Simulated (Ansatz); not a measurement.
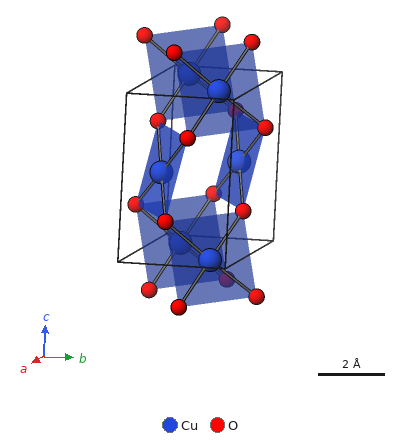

**Figure 1.** The input geometry (polyhedral view of the cell 2 times as large as that of the calculation, set on its symmetry axes, seen slightly off an axis; polyhedra are completed across the faces of the cell). An atom can appear more than once, as a periodic image.

## Geometry relaxation of CuO (part 1 of 3)

The run: geometry relaxation of CuO (Cc, 4 atoms in the cell). Method and program: DFT PBEsol, scalar-relativistic, plane waves, PAW (Ansatz 0.2.0).

The structure derives from an entry of the Crystallography Open Database. The run did not end well.

The input:
```yaml
crystal:
  lattice:
    - [2.34465, -1.7134, 0.0]
    - [2.34465, 1.7134, 0.0]
    - [-0.86055, 0.0, 5.05944]
  atoms:
    - { symbol: Cu, position: [0.0032, 0.4968, 0.0] }
    - { symbol: Cu, position: [0.4968, 0.0032, 0.5] }
    - { symbol: O, position: [0.5714, 0.4056, 0.2537] }
    - { symbol: O, position: [0.4056, 0.5714, 0.7537] }
basis:
  ecutwfc: 420
kpoints:
  mp_grid: { grid: [16, 16, 8] }
hamiltonian:
  xc: pbesol
scf:
  occupations: { method: gaussian, width: 0.1 }
output:
  forces: true
  stress: true
  eigenvalues: true
relax:
  adjacent_minimum: "off"
  f_tol: 0.005
  max_steps: 80
  cell: { stress_tol: 0.05 }
```

Launched with:
```bash
ansatz run input.yaml --threads 2 --pin off --max-ram 5120MiB --backend cpu --events-out ev --progress --plain --runs-dir out
```

The program's output:
```
Engine: ansatz 0.2.0, x86_64-unknown-linux-gnu
Pseudopotentials: kind: paw
Pseudopotential: Cu, paw, valence charge 19, recommended cutoff 420 eV (normal), Cu.paw.azcp
Pseudopotential: O, paw, valence charge 6, recommended cutoff 420 eV (normal), O.paw.azcp
Functional definition: PBEsol
  exchange = pbesol_x
  correlation = pbesol_c
Crystal: 4 atoms, lattice volume = 40.651 Å³
Basis set: ecut = 420 eV, 789 PW (Γ), exchange–correlation on 40×40×72 points (8 copies of the dense FFT grid, shifted against one another)
Bands: 30, of which v1, the nominal top of the filled ones, is band 25 counted from 1 (24 counted from 0)
Symmetry: 2 space group operations
Space group: Cc (ITA 9), of the structure as read, at distance tolerance 3.4e-5 Å
k-points: 554 of 2048 (time reversal used)
Non-local potential: Cu, projectors of the file, l = 0: 3, l = 1: 2, l = 2: 3, l = 3: 1
Non-local potential: O, projectors of the file, l = 0: 2, l = 1: 2, l = 2: 1
PAW form: soft (Blöchl's): semilocal exchange-correlation on the pseudo side does not see the compensation charge
PAW frozen core: Cu, regenerated for the run's functional, and the local potential with it (the file was generated under x = pbe(κ = 0.804, μ = 0.2195149727645171), c = pbe(β = 0.06672455060314922))
PAW frozen core: O, regenerated for the run's functional, and the local potential with it (the file was generated under x = pbe(κ = 0.804, μ = 0.2195149727645171), c = pbe(β = 0.06672455060314922))
PAW one-centre angular grid: Cu, 590 points (default); XC on 64 Gauss nodes
PAW one-centre angular grid: O, 110 points (default); XC on 64 Gauss nodes
Initial density: superposition of atomic densities (neutral atoms: chi_scale 0, normalization atom), corrected by the library's trained network
Initial wavefunctions: pseudopotential atomic-orbital guess
Functional: x = pbesol(κ = 0.804, μ = 0.12345679012345678), c = pbesol(β = 0.046)
SCF iter   1: F=—  HF=-14296.394534 eV  |F-HF|=—  |Δ(HF+E_count)|=         —  Δρ=1.90e-2  dr2=9.56e-2  ethr=1.77e-3  ⟨swp⟩=5.1  Hψ=56876  notcnv=0
preconditioner: auto → Kerker (q_TF=auto, 2.824 Å⁻¹)  [metal: Δε(μ)=0.004 eV  Ē_g=11.088 eV  σ=0.100 eV  W_gap=0.02  n_scr=20 (ndim 8)  ℏωp=34.0 eV  f_vac=0.000  D(μ)=2.18/eV (n_scr^D=20)]
SCF iter   2: F=—  HF=-14296.368807 eV  |F-HF|=—  |Δ(HF+E_count)|=   2.57e-2  Δρ=7.53e-3  dr2=2.00e-2  ethr=1.91e-4  ⟨swp⟩=2.4  Hψ=31027  notcnv=0  defer=195
SCF iter   3: F=—  HF=-14296.364318 eV  |F-HF|=—  |Δ(HF+E_count)|=   4.49e-3  Δρ=2.69e-3  dr2=2.52e-3  ethr=4.00e-5  ⟨swp⟩=2.5  Hψ=25617  notcnv=0  defer=195
SCF iter   4: F=—  HF=-14296.363728 eV  |F-HF|=—  |Δ(HF+E_count)|=   5.90e-4  Δρ=9.04e-4  dr2=2.35e-4  ethr=5.03e-6  ⟨swp⟩=2.8  Hψ=27867  notcnv=0  defer=195
SCF iter   5: F=—  HF=-14296.363735 eV  |F-HF|=—  |Δ(HF+E_count)|=   6.85e-6  Δρ=2.02e-4  dr2=1.71e-5  ethr=4.70e-7  ⟨swp⟩=2.6  Hψ=23806  notcnv=0  defer=195
SCF iter   6: F=—  HF=-14296.363726 eV  |F-HF|=—  |Δ(HF+E_count)|=   8.43e-6  Δρ=4.83e-5  dr2=7.05e-7  ethr=3.42e-8  ⟨swp⟩=2.1  Hψ=24216  notcnv=0  defer=195
SCF iter   7: F=—  HF=-14296.363727 eV  |F-HF|=—  |Δ(HF+E_count)|=   1.75e-7  Δρ=2.42e-5  dr2=2.34e-7  ethr=2.00e-10  ⟨swp⟩=6.0  Hψ=70901  notcnv=0
SCF iter   8: F=-14296.363727 eV  HF=-14296.363727 eV  |F-HF|=1.52e-8  |Δ(HF+E_count)|=   5.46e-9  Δρ=6.24e-6  dr2=1.27e-8  ethr=2.00e-10  ⟨swp⟩=4.1  Hψ=60210  notcnv=0
SCF 1 converged in 8 iterations: F = -14296.363727 eV  dr2 = 1.27e-8
  greatest PAW one-centre occupation: 1.000 electrons in one spin orbital (limit 2), on the Cu atom at site 1 (counted from 0), in its partial waves of l = 0
relax step   1: F+E_penalty+E_count = -14296.36372653 eV  Δ(F+E_penalty+E_count) = +0.000e0 eV  max|allowed force component| = 5.952e-1 eV/Å  Δτ_max = 0.0000 Å  P = -2.705 GPa  Ω = 40.651 Å³  (8 SCF iters, dr2 threshold 1.00e-7 eV, accepted)
Crystal: 4 atoms, lattice volume = 40.728 Å³
Basis set: ecut = 420 eV, 795 PW (Γ), exchange–correlation on 40×40×72 points (8 copies of the dense FFT grid, shifted against one another)
Initial density: handed on by an earlier stage of this run
Initial wavefunctions: those handed on with the density
iter 1 solved again at ethr=4.12e-6 eV; its pass at ethr=3.10e-3 eV (dr2=2.06e-3 eV) is discarded
SCF iter   1: F=—  HF=-14296.406009 eV  |F-HF|=—  |Δ(HF+E_count)|=         —  Δρ=4.03e-3  dr2=2.08e-3  ethr=4.12e-6  ⟨swp⟩=1.4  Hψ=76311  notcnv=0
preconditioner: auto → Kerker (q_TF=auto, 2.823 Å⁻¹)  [metal: Δε(μ)=0.004 eV  Ē_g=11.176 eV  σ=0.100 eV  W_gap=0.02  n_scr=20 (ndim 8)  ℏωp=33.9 eV  f_vac=0.000  D(μ)=2.23/eV (n_scr^D=20)]
SCF iter   2: F=—  HF=-14296.405681 eV  |F-HF|=—  |Δ(HF+E_count)|=   3.28e-4  Δρ=1.98e-3  dr2=4.92e-4  ethr=4.12e-6  ⟨swp⟩=1.0  Hψ=16620  notcnv=0
SCF iter   3: F=—  HF=-14296.405634 eV  |F-HF|=—  |Δ(HF+E_count)|=   4.74e-5  Δρ=3.96e-4  dr2=3.39e-5  ethr=9.83e-7  ⟨swp⟩=2.0  Hψ=21637  notcnv=0
SCF iter   4: F=—  HF=-14296.405637 eV  |F-HF|=—  |Δ(HF+E_count)|=   3.69e-6  Δρ=1.44e-4  dr2=7.05e-6  ethr=6.79e-8  ⟨swp⟩=2.6  Hψ=28121  notcnv=0
SCF iter   5: F=—  HF=-14296.405637 eV  |F-HF|=—  |Δ(HF+E_count)|=   6.25e-7  Δρ=5.03e-5  dr2=1.21e-6  ethr=1.41e-8  ⟨swp⟩=2.0  Hψ=21324  notcnv=0
SCF iter   6: F=-14296.405637 eV  HF=-14296.405637 eV  |F-HF|=2.92e-8  |Δ(HF+E_count)|=   5.76e-8  Δρ=1.32e-5  dr2=7.60e-8  ethr=8.00e-10  ⟨swp⟩=5.0  Hψ=68986  notcnv=0
SCF 2 converged in 6 iterations: F = -14296.405637 eV  dr2 = 7.60e-8
relax step   2: F+E_penalty+E_count = -14296.40563670 eV  Δ(F+E_penalty+E_count) = -4.191e-2 eV  max|allowed force component| = 4.718e-1 eV/Å  Δτ_max = 0.0228 Å  P = -1.879 GPa  Ω = 40.728 Å³  energy of the carried Pulay correction = -3.633e-4 eV  (6 SCF iters, dr2 threshold 4.00e-7 eV, accepted)
Crystal: 4 atoms, lattice volume = 41.293 Å³
Basis set: ecut = 420 eV, 801 PW (Γ), exchange–correlation on 40×40×72 points (8 copies of the dense FFT grid, shifted against one another)
iter 1 solved again at ethr=5.42e-5 eV; its pass at ethr=3.10e-3 eV (dr2=2.71e-2 eV) is discarded
SCF iter   1: F=—  HF=-14296.487078 eV  |F-HF|=—  |Δ(HF+E_count)|=         —  Δρ=1.52e-2  dr2=2.72e-2  ethr=5.42e-5  ⟨swp⟩=1.1  Hψ=94060  notcnv=0
preconditioner: auto → Kerker (q_TF=auto, 2.817 Å⁻¹)  [metal: Δε(μ)=0.001 eV  Ē_g=11.234 eV  σ=0.100 eV  W_gap=0.01  n_scr=18 (ndim 8)  ℏωp=33.7 eV  f_vac=0.007  D(μ)=2.13/eV (n_scr^D=20)]
SCF iter   2: F=—  HF=-14296.482217 eV  |F-HF|=—  |Δ(HF+E_count)|=   4.86e-3  Δρ=7.54e-3  dr2=6.75e-3  ethr=5.42e-5  ⟨swp⟩=1.3  Hψ=20096  notcnv=0
SCF iter   3: F=—  HF=-14296.481695 eV  |F-HF|=—  |Δ(HF+E_count)|=   5.22e-4  Δρ=1.84e-3  dr2=7.30e-4  ethr=1.35e-5  ⟨swp⟩=2.1  Hψ=25937  notcnv=0
SCF iter   4: F=—  HF=-14296.481538 eV  |F-HF|=—  |Δ(HF+E_count)|=   1.57e-4  Δρ=5.69e-4  dr2=1.08e-4  ethr=1.46e-6  ⟨swp⟩=2.2  Hψ=29659  notcnv=0
SCF iter   5: F=—  HF=-14296.481494 eV  |F-HF|=—  |Δ(HF+E_count)|=   4.37e-5  Δρ=1.88e-4  dr2=1.87e-5  ethr=2.16e-7  ⟨swp⟩=2.1  Hψ=26193  notcnv=0
SCF iter   6: F=—  HF=-14296.481494 eV  |F-HF|=—  |Δ(HF+E_count)|=   4.77e-7  Δρ=5.02e-5  dr2=1.02e-6  ethr=3.75e-8  ⟨swp⟩=2.9  Hψ=27077  notcnv=0
SCF iter   7: F=-14296.481494 eV  HF=-14296.481494 eV  |F-HF|=1.96e-8  |Δ(HF+E_count)|=   3.42e-7  Δρ=1.73e-5  dr2=8.81e-8  ethr=8.00e-10  ⟨swp⟩=6.0  Hψ=75878  notcnv=0
SCF 3 converged in 7 iterations: F = -14296.481494 eV  dr2 = 8.81e-8
relax step   3: F+E_penalty+E_count = -14296.48149404 eV  Δ(F+E_penalty+E_count) = -7.586e-2 eV  max|allowed force component| = 1.065e-1 eV/Å  Δτ_max = 0.0980 Å  P = +0.020 GPa  Ω = 41.293 Å³  energy of the carried Pulay correction = -2.985e-3 eV  (7 SCF iters, dr2 threshold 4.00e-7 eV, accepted)
Crystal: 4 atoms, lattice volume = 41.260 Å³
Basis set: ecut = 420 eV, 815 PW (Γ), exchange–correlation on 40×40×72 points (8 copies of the dense FFT grid, shifted against one another)
iter 1 solved again at ethr=1.79e-5 eV; its pass at ethr=3.10e-3 eV (dr2=8.93e-3 eV) is discarded
SCF iter   1: F=—  HF=-14296.498016 eV  |F-HF|=—  |Δ(HF+E_count)|=         —  Δρ=7.94e-3  dr2=8.97e-3  ethr=1.79e-5  ⟨swp⟩=2.3  Hψ=101927  notcnv=0
preconditioner: auto → LDOS  [metal: Δε(μ)=0.001 eV  Ē_g=11.331 eV  σ=0.100 eV  W_gap=0.01  n_scr=16 (ndim 8)  ℏωp=33.7 eV  f_vac=0.011  D(μ)=2.27/eV (n_scr^D=20)  β→1.0]
SCF iter   2: F=—  HF=-14296.496918 eV  |F-HF|=—  |Δ(HF+E_count)|=   1.10e-3  Δρ=2.27e-3  dr2=1.08e-3  ethr=1.79e-5  ⟨swp⟩=2.0  Hψ=25413  notcnv=0
SCF iter   3: F=—  HF=-14296.496568 eV  |F-HF|=—  |Δ(HF+E_count)|=   3.50e-4  Δρ=1.14e-3  dr2=3.90e-4  ethr=2.16e-6  ⟨swp⟩=2.0  Hψ=26987  notcnv=0
SCF iter   4: F=—  HF=-14296.496506 eV  |F-HF|=—  |Δ(HF+E_count)|=   6.23e-5  Δρ=5.13e-4  dr2=8.06e-5  ethr=7.80e-7  ⟨swp⟩=2.3  Hψ=22555  notcnv=0
SCF iter   5: F=—  HF=-14296.496498 eV  |F-HF|=—  |Δ(HF+E_count)|=   8.36e-6  Δρ=2.95e-4  dr2=2.00e-5  ethr=1.61e-7  ⟨swp⟩=2.4  Hψ=26006  notcnv=0
SCF iter   6: F=-14296.496492 eV  HF=-14296.496492 eV  |F-HF|=9.95e-8  |Δ(HF+E_count)|=   5.50e-6  Δρ=3.74e-5  dr2=2.20e-7  ethr=8.00e-10  ⟨swp⟩=5.7  Hψ=96404  notcnv=0
SCF 4 converged in 6 iterations: F = -14296.496492 eV  dr2 = 2.20e-7
relax step   4: F+E_penalty+E_count = -14296.49649226 eV  Δ(F+E_penalty+E_count) = -1.500e-2 eV  max|allowed force component| = 1.053e-2 eV/Å  Δτ_max = 0.0482 Å  P = +1.604 GPa  Ω = 41.260 Å³  energy of the carried Pulay correction = -2.833e-3 eV  (6 SCF iters, dr2 threshold 4.00e-7 eV, accepted)
Crystal: 4 atoms, lattice volume = 42.323 Å³
Basis set: ecut = 420 eV, 837 PW (Γ), exchange–correlation on 40×40×72 points (8 copies of the dense FFT grid, shifted against one another)
iter 1 solved again at ethr=1.85e-5 eV; its pass at ethr=3.10e-3 eV (dr2=9.26e-3 eV) is discarded
SCF iter   1: F=—  HF=-14296.492308 eV  |F-HF|=—  |Δ(HF+E_count)|=         —  Δρ=7.43e-3  dr2=9.17e-3  ethr=1.85e-5  ⟨swp⟩=2.2  Hψ=105926  notcnv=0
preconditioner: auto → LDOS  [metal: Δε(μ)=0.004 eV  Ē_g=11.236 eV  σ=0.100 eV  W_gap=0.02  n_scr=16 (ndim 8)  ℏωp=33.3 eV  f_vac=0.022  D(μ)=2.37/eV (n_scr^D=20)  β→1.0]
SCF iter   2: F=—  HF=-14296.491363 eV  |F-HF|=—  |Δ(HF+E_count)|=   9.45e-4  Δρ=2.69e-3  dr2=2.12e-3  ethr=1.83e-5  ⟨swp⟩=2.0  Hψ=23248  notcnv=0
SCF iter   3: F=—  HF=-14296.490880 eV  |F-HF|=—  |Δ(HF+E_count)|=   4.83e-4  Δρ=1.11e-3  dr2=3.57e-4  ethr=4.24e-6  ⟨swp⟩=2.0  Hψ=22247  notcnv=0
SCF iter   4: F=—  HF=-14296.490862 eV  |F-HF|=—  |Δ(HF+E_count)|=   1.74e-5  Δρ=4.81e-4  dr2=6.63e-5  ethr=7.15e-7  ⟨swp⟩=2.4  Hψ=26457  notcnv=0
SCF iter   5: F=—  HF=-14296.490857 eV  |F-HF|=—  |Δ(HF+E_count)|=   4.83e-6  Δρ=3.81e-4  dr2=3.77e-5  ethr=1.33e-7  ⟨swp⟩=2.0  Hψ=25415  notcnv=0
SCF iter   6: F=—  HF=-14296.490849 eV  |F-HF|=—  |Δ(HF+E_count)|=   8.02e-6  Δρ=8.68e-5  dr2=2.10e-6  ethr=7.53e-8  ⟨swp⟩=2.0  Hψ=21505  notcnv=0
SCF iter   7: F=-14296.490849 eV  HF=-14296.490849 eV  |F-HF|=1.77e-8  |Δ(HF+E_count)|=   1.86e-7  Δρ=7.94e-6  dr2=1.94e-8  ethr=8.00e-10  ⟨swp⟩=6.5  Hψ=82224  notcnv=0
SCF 5 converged in 7 iterations: F = -14296.490849 eV  dr2 = 1.94e-8
relax step   5: F+E_penalty+E_count = -14296.49084917 eV  Δ(F+E_penalty+E_count) = +5.643e-3 eV  max|allowed force component| = 3.278e-2 eV/Å  Δτ_max = 0.0463 Å  P = -2.337 GPa  Ω = 42.323 Å³  energy of the carried Pulay correction = -7.677e-3 eV  (7 SCF iters, dr2 threshold 4.00e-7 eV, rejected (line search))
Crystal: 4 atoms, lattice volume = 41.593 Å³
Basis set: ecut = 420 eV, 807 PW (Γ), exchange–correlation on 40×40×72 points (8 copies of the dense FFT grid, shifted against one another)
iter 1 solved again at ethr=6.29e-6 eV; its pass at ethr=3.10e-3 eV (dr2=3.14e-3 eV) is discarded
SCF iter   1: F=—  HF=-14296.499821 eV  |F-HF|=—  |Δ(HF+E_count)|=         —  Δρ=4.36e-3  dr2=3.48e-3  ethr=6.29e-6  ⟨swp⟩=2.0  Hψ=94122  notcnv=0
preconditioner: auto → LDOS  [metal: Δε(μ)=0.002 eV  Ē_g=11.292 eV  σ=0.100 eV  W_gap=0.01  n_scr=16 (ndim 8)  ℏωp=33.6 eV  f_vac=0.015  D(μ)=2.37/eV (n_scr^D=20)  β→1.0]
SCF iter   2: F=—  HF=-14296.499530 eV  |F-HF|=—  |Δ(HF+E_count)|=   2.91e-4  Δρ=1.73e-3  dr2=9.48e-4  ethr=6.29e-6  ⟨swp⟩=2.2  Hψ=25222  notcnv=0
SCF iter   3: F=—  HF=-14296.499340 eV  |F-HF|=—  |Δ(HF+E_count)|=   1.90e-4  Δρ=6.86e-4  dr2=1.23e-4  ethr=1.90e-6  ⟨swp⟩=2.2  Hψ=23917  notcnv=0
SCF iter   4: F=—  HF=-14296.499318 eV  |F-HF|=—  |Δ(HF+E_count)|=   2.22e-5  Δρ=1.76e-4  dr2=8.86e-6  ethr=2.45e-7  ⟨swp⟩=2.0  Hψ=26082  notcnv=0
SCF iter   5: F=—  HF=-14296.499343 eV  |F-HF|=—  |Δ(HF+E_count)|=   2.55e-5  Δρ=1.89e-4  dr2=8.68e-6  ethr=1.77e-8  ⟨swp⟩=2.0  Hψ=30193  notcnv=0
SCF iter   6: F=—  HF=-14296.499338 eV  |F-HF|=—  |Δ(HF+E_count)|=   5.10e-6  Δρ=3.00e-5  dr2=3.03e-7  ethr=1.74e-8  ⟨swp⟩=2.5  Hψ=26949  notcnv=0
SCF iter   7: F=—  HF=-14296.499341 eV  |F-HF|=—  |Δ(HF+E_count)|=   2.76e-6  Δρ=5.16e-6  dr2=5.99e-9  ethr=6.07e-10  ⟨swp⟩=2.0  Hψ=25174  notcnv=0
SCF iter   8: F=-14296.499341 eV  HF=-14296.499341 eV  |F-HF|=3.09e-11  |Δ(HF+E_count)|=  6.93e-10  Δρ=4.26e-7  dr2=1.76e-11  ethr=1.00e-12  ⟨swp⟩=4.5  Hψ=91361  notcnv=0
SCF 6 converged in 8 iterations: F = -14296.499341 eV  dr2 = 1.76e-11
relax step   6: F+E_penalty+E_count = -14296.49934102 eV  Δ(F+E_penalty+E_count) = -2.849e-3 eV  max|allowed force component| = 3.625e-3 eV/Å  Δτ_max = 0.0249 Å  P = +0.563 GPa  Ω = 41.593 Å³  energy of the carried Pulay correction = -4.361e-3 eV  (8 SCF iters, accepted)
Crystal: 4 atoms, lattice volume = 41.812 Å³
Basis set: ecut = 420 eV, 809 PW (Γ), exchange–correlation on 40×40×72 points (8 copies of the dense FFT grid, shifted against one another)
iter 1 solved again at ethr=2.79e-6 eV; its pass at ethr=3.10e-3 eV (dr2=1.40e-3 eV) is discarded
```
